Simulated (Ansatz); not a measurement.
## C: a changed input and its effect

System: C (R-3m, 8 atoms in the cell).
Method of run A: DFT, PBE, plane waves, PAW, no spin polarisation (Ansatz 0.2.0).

The structure derives from a Materials Project entry. The geometry comes from this level: r2scan-rvv10 (a point of a series of volumes). Text and figures count atoms from 1; the logs count them from 0 in places.

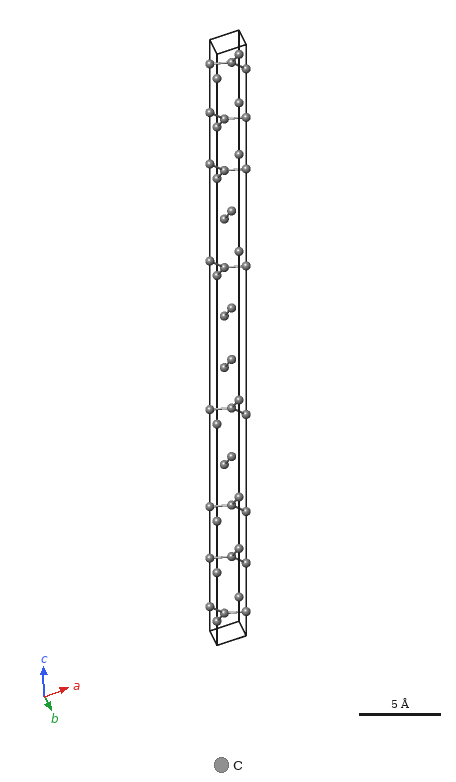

**Figure 1.** The structure as given in the input (ball-and-stick view of the cell 3 times as large as that of the calculation, set on its symmetry axes, seen at an oblique angle). An atom can appear more than once, as a periodic image.

The input, run A:
```yaml
crystal:
  lattice:
    - [1.1938724834, 0.6892825996, 13.2479706475]
    - [-1.1938724834, 0.6892825996, 13.2479706475]
    - [0.0, -1.3785651993, 13.2479706475]
  atoms:
    - { symbol: C, position: [0.0410203355, 0.0410203355, 0.0410203355] }
    - { symbol: C, position: [0.8768761369, 0.8768761369, 0.8768761369] }
    - { symbol: C, position: [0.7897911207, 0.7897911207, 0.7897911207] }
    - { symbol: C, position: [0.1231238631, 0.1231238631, 0.1231238631] }
    - { symbol: C, position: [0.9589796645, 0.9589796645, 0.9589796645] }
    - { symbol: C, position: [0.3743533876, 0.3743533876, 0.3743533876] }
    - { symbol: C, position: [0.2102088793, 0.2102088793, 0.2102088793] }
    - { symbol: C, position: [0.6256466124, 0.6256466124, 0.6256466124] }
kpoints:
  mp_grid: { grid: [4, 4, 4] }
hamiltonian:
  xc: pbe
scf:
  occupations: { method: fermi_dirac, width: 0.02 }
  n_extra_bands: 6
output:
  forces: true
  stress: true
  eigenvalues: true
basis:
  ecutwfc: 260
```

Command:
```bash
ansatz run input.yaml --threads 2 --pin off --max-ram 3686MiB --backend cpu --events-out ev --progress --plain --runs-dir out
```

Hardware: 2 threads of Arm Neoverse V1, 24 GiB of memory available, shared host.

Output, shortened to warnings, some set-up lines, iterations and results (run A):
```
Warning: basis.ecutwfc = 260 eV is below the records' recommended 420 eV, and the density's cutoff is lower with it unless basis.ecutrho_ratio is high enough to keep the records' density cutoff: compare with a run at a higher cutoff
Basis set: ecut = 260 eV, 629 PW (Γ), FFT grids on a1−a3, a2−a3, a3, exchange–correlation on 30×30×144 points (8 copies of the dense FFT grid, shifted against one another)
Symmetry: 12 space group operations
k-points: 13 of 64
Initial density: superposition of atomic densities (neutral atoms: chi_scale 0, normalization atom), corrected by the library's trained network
[...]
SCF iter   1: F=—  HF=-2003.568570 eV  |F-HF|=—  |Δ(HF+E_count)|=         —  Δρ=2.22e-2  dr2=7.47e-2  ethr=1.77e-3  ⟨swp⟩=8.2  Hψ=1566  notcnv=0
SCF iter   2: F=—  HF=-2003.579881 eV  |F-HF|=—  |Δ(HF+E_count)|=   1.13e-2  Δρ=1.05e-2  dr2=1.38e-2  ethr=2.33e-4  ⟨swp⟩=2.9  Hψ=610  notcnv=0  defer=22
SCF iter   3: F=—  HF=-2003.588366 eV  |F-HF|=—  |Δ(HF+E_count)|=   8.49e-3  Δρ=1.51e-3  dr2=2.20e-3  ethr=4.31e-5  ⟨swp⟩=3.2  Hψ=594  notcnv=0  defer=22
SCF iter   4: F=—  HF=-2003.588145 eV  |F-HF|=—  |Δ(HF+E_count)|=   2.21e-4  Δρ=5.76e-4  dr2=5.50e-4  ethr=6.86e-6  ⟨swp⟩=2.8  Hψ=556  notcnv=0  defer=22
SCF iter   5: F=—  HF=-2003.588044 eV  |F-HF|=—  |Δ(HF+E_count)|=   1.02e-4  Δρ=2.10e-4  dr2=4.11e-5  ethr=1.72e-6  ⟨swp⟩=2.3  Hψ=390  notcnv=0  defer=22
SCF iter   6: F=—  HF=-2003.587752 eV  |F-HF|=—  |Δ(HF+E_count)|=   2.92e-4  Δρ=5.85e-5  dr2=1.06e-6  ethr=1.28e-7  ⟨swp⟩=2.6  Hψ=475  notcnv=0  defer=22
SCF iter   7: F=—  HF=-2003.587753 eV  |F-HF|=—  |Δ(HF+E_count)|=   8.03e-7  Δρ=1.44e-5  dr2=1.25e-7  ethr=3.30e-9  ⟨swp⟩=2.6  Hψ=485  notcnv=0  defer=22
SCF iter   8: F=-2003.587753 eV  HF=-2003.587753 eV  |F-HF|=7.45e-9  |Δ(HF+E_count)|=   1.97e-8  Δρ=3.15e-6  dr2=1.34e-8  ethr=3.13e-10  ⟨swp⟩=9.3  Hψ=1271  notcnv=0
SCF 1 converged in 8 iterations: F = -2003.587753 eV  dr2 = 1.34e-8
SCF converged after 8 iterations
Free energy (F): -2003.587753 eV
Harris-Foulkes:  -2003.587753 eV  (|F-HF|=7.45e-9)
Internal energy: -2003.587753 eV  (E = F + TS)
E sigma→0 (E₀):  -2003.587753 eV
Fermi energy:    7.527475 eV
--- Per-component energies (eV) ---
  E_band       = -51.248803
  E_kinetic    = 757.290664
  E_local      = -1247.013079  (includes V_loc(G=0)·N_el)
  E_nonlocal   = 210.692652
  E_hartree    = 383.815320
  E_xc         = -393.437353
  E_vxc        = -487.765553  (∫ρ·V_xc dr)
  E_paw        = -792.569818  (= ΣΔE_a)
  E_vpaw       = -52.085343  (= ΣTr[D̂ρ^β])
  E_aug_tail   = 0.000704  (compensation charges beyond the density's cutoff)
  E_ewald      = -922.366843
  E_smearing   = -0.000000  (= −TS)
  E_closure    = 0.000000  (closes the sum)
  Σ components = -2003.587753   (vs F -2003.587753, Δ=0.00e0)
--- Forces (eV/Å), atoms counted from 1 ---
  atom   1  C      0.00000000    -0.00000000     0.00609022
  atom   2  C      0.00000000     0.00000000    -0.01665899
  atom   3  C      0.00000000    -0.00000000     0.00673557
  atom   4  C      0.00000000    -0.00000000     0.01665899
  atom   5  C      0.00000000     0.00000000    -0.00609022
  atom   6  C      0.00000000     0.00000000    -0.00254063
  atom   7  C      0.00000000     0.00000000    -0.00673557
  atom   8  C      0.00000000    -0.00000000     0.00254063
  max |Σ_I F_I| component: 3.70e-17 eV/Å
--- Stress (GPa, compression-positive) ---
       60.153875       0.000000       0.000000
        0.000000      60.153875       0.000000
        0.000000       0.000000       4.467859
  P = ⅓ Tr σ = 41.5919 GPa (415.919 kbar)
```

For run B the input was changed thus:
```diff
-    - [1.1938724834, 0.6892825996, 13.2479706475]
-    - [-1.1938724834, 0.6892825996, 13.2479706475]
-    - [0.0, -1.3785651993, 13.2479706475]
+    - [1.2436736891, 0.7180353392, 13.8005965945]
+    - [-1.2436736891, 0.7180353392, 13.8005965945]
+    - [0.0, -1.4360706784, 13.8005965945]
```

How does run B compare with run A?

With the same functional and potentials, run B lies 108.7 meV per atom lower. The gap on the mesh goes from 3.47 to 3.27 eV. The pressure goes from 41.59 to 1.89 GPa. The volume per atom goes from 8.18 to 9.24 Å³. The SCF takes 7 iterations against 8. The plane waves at Γ go from 629 to 727.

Output, shortened to warnings, some set-up lines, iterations and results (run B):
```
Warning: basis.ecutwfc = 260 eV is below the records' recommended 420 eV, and the density's cutoff is lower with it unless basis.ecutrho_ratio is high enough to keep the records' density cutoff: compare with a run at a higher cutoff
Basis set: ecut = 260 eV, 727 PW (Γ), FFT grids on a1−a3, a2−a3, a3, exchange–correlation on 30×30×150 points (8 copies of the dense FFT grid, shifted against one another)
Symmetry: 12 space group operations
k-points: 13 of 64
Initial density: superposition of atomic densities (neutral atoms: chi_scale 0, normalization atom), corrected by the library's trained network
[...]
SCF iter   1: F=—  HF=-2004.433587 eV  |F-HF|=—  |Δ(HF+E_count)|=         —  Δρ=1.89e-2  dr2=5.71e-2  ethr=1.77e-3  ⟨swp⟩=7.8  Hψ=1497  notcnv=0
SCF iter   2: F=—  HF=-2004.449409 eV  |F-HF|=—  |Δ(HF+E_count)|=   1.58e-2  Δρ=9.02e-3  dr2=1.18e-2  ethr=1.78e-4  ⟨swp⟩=2.2  Hψ=493  notcnv=0  defer=21
SCF iter   3: F=—  HF=-2004.457872 eV  |F-HF|=—  |Δ(HF+E_count)|=   8.46e-3  Δρ=1.07e-3  dr2=2.13e-3  ethr=3.68e-5  ⟨swp⟩=3.3  Hψ=610  notcnv=0  defer=21
SCF iter   4: F=—  HF=-2004.457445 eV  |F-HF|=—  |Δ(HF+E_count)|=   4.28e-4  Δρ=4.41e-4  dr2=2.24e-4  ethr=6.66e-6  ⟨swp⟩=2.4  Hψ=520  notcnv=0  defer=21
SCF iter   5: F=—  HF=-2004.457422 eV  |F-HF|=—  |Δ(HF+E_count)|=   2.29e-5  Δρ=1.45e-4  dr2=9.71e-6  ethr=6.99e-7  ⟨swp⟩=2.2  Hψ=397  notcnv=0  defer=21
SCF iter   6: F=—  HF=-2004.457553 eV  |F-HF|=—  |Δ(HF+E_count)|=   1.31e-4  Δρ=4.42e-5  dr2=1.06e-6  ethr=3.03e-8  ⟨swp⟩=2.2  Hψ=495  notcnv=0  defer=21
SCF iter   7: F=-2004.457553 eV  HF=-2004.457553 eV  |F-HF|=4.79e-8  |Δ(HF+E_count)|=   4.15e-7  Δρ=9.14e-6  dr2=4.77e-8  ethr=3.13e-10  ⟨swp⟩=9.0  Hψ=1469  notcnv=0
SCF 1 converged in 7 iterations: F = -2004.457553 eV  dr2 = 4.77e-8
SCF converged after 7 iterations
Free energy (F): -2004.457553 eV
Harris-Foulkes:  -2004.457553 eV  (|F-HF|=4.79e-8)
Internal energy: -2004.457553 eV  (E = F + TS)
E sigma→0 (E₀):  -2004.457553 eV
Fermi energy:    6.231632 eV
--- Per-component energies (eV) ---
  E_band       = -81.253501
  E_kinetic    = 726.345276
  E_local      = -1263.012317  (includes V_loc(G=0)·N_el)
  E_nonlocal   = 204.216259
  E_hartree    = 388.530426
  E_xc         = -385.121751
  E_vxc        = -476.935250  (∫ρ·V_xc dr)
  E_paw        = -789.983830  (= ΣΔE_a)
  E_vpaw       = -48.929117  (= ΣTr[D̂ρ^β])
  E_aug_tail   = 0.000313  (compensation charges beyond the density's cutoff)
  E_ewald      = -885.431929
  E_smearing   = -0.000000  (= −TS)
  E_closure    = -0.000000  (closes the sum)
  Σ components = -2004.457553   (vs F -2004.457553, Δ=0.00e0)
--- Forces (eV/Å), atoms counted from 1 ---
  atom   1  C     -0.00000000    -0.00000000     0.00202395
  atom   2  C     -0.00000000    -0.00000000    -0.00786509
  atom   3  C     -0.00000000    -0.00000000    -0.00321036
  atom   4  C      0.00000000     0.00000000     0.00786509
  atom   5  C      0.00000000     0.00000000    -0.00202395
  atom   6  C      0.00000000     0.00000000    -0.00034411
  atom   7  C      0.00000000     0.00000000     0.00321036
  atom   8  C     -0.00000000    -0.00000000     0.00034411
  max |Σ_I F_I| component: 2.71e-18 eV/Å
--- Stress (GPa, compression-positive) ---
        1.478869      -0.000000      -0.000000
       -0.000000       1.478869       0.000000
       -0.000000       0.000000       2.726577
  P = ⅓ Tr σ = 1.8948 GPa (18.948 kbar)
```

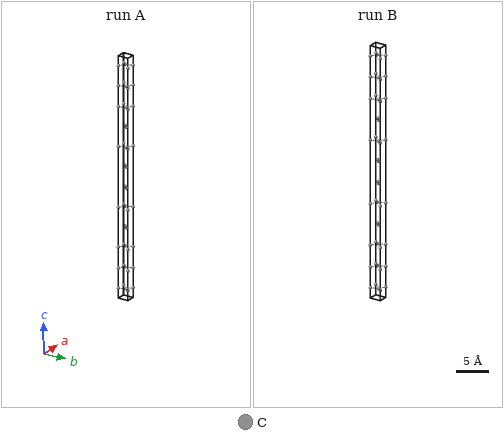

**Figure 2.** The two input geometries at one scale (ball-and-stick view of the cell 3 times as large as that of the calculation, set on its symmetry axes, seen at an oblique angle). The atoms keep their places relative to the cell (all moves are under 0.005 Å). The drawn cell changes as follows: a = b 2.388 → 2.487 Å (+4.2 %), c 39.744 → 41.402 Å (+4.2 %); the volume changes by +13.0 %. Among the contacts that change: C–C 1.379 → 1.436 Å.

The two runs side by side:

| quantity | run A | run B |
| --- | --- | --- |
| outcome | converged | converged |
| free energy per atom (eV) | −250.4485 | −250.5572 |
| gap on the mesh (eV) | 3.47 | 3.27 |
| pressure (GPa) | 41.59 | 1.89 |
| volume per atom (Å³) | 8.18 | 9.24 |
| largest force (eV/Å) | 0.017 | 0.008 |
| SCF iterations | 8 | 7 |
| irreducible k-points | 13 | 13 |
| plane waves at Γ | 629 | 727 |
| wall time (shared host) | 0.57 s | 0.57 s |

For both runs: Warnings: the cutoff is below the recommended one. So coarse a mesh can miss the band edges, so the true gap of this method can be much smaller, or zero. The k-point mesh is coarse for a cell of this size, so the results may not be converged.
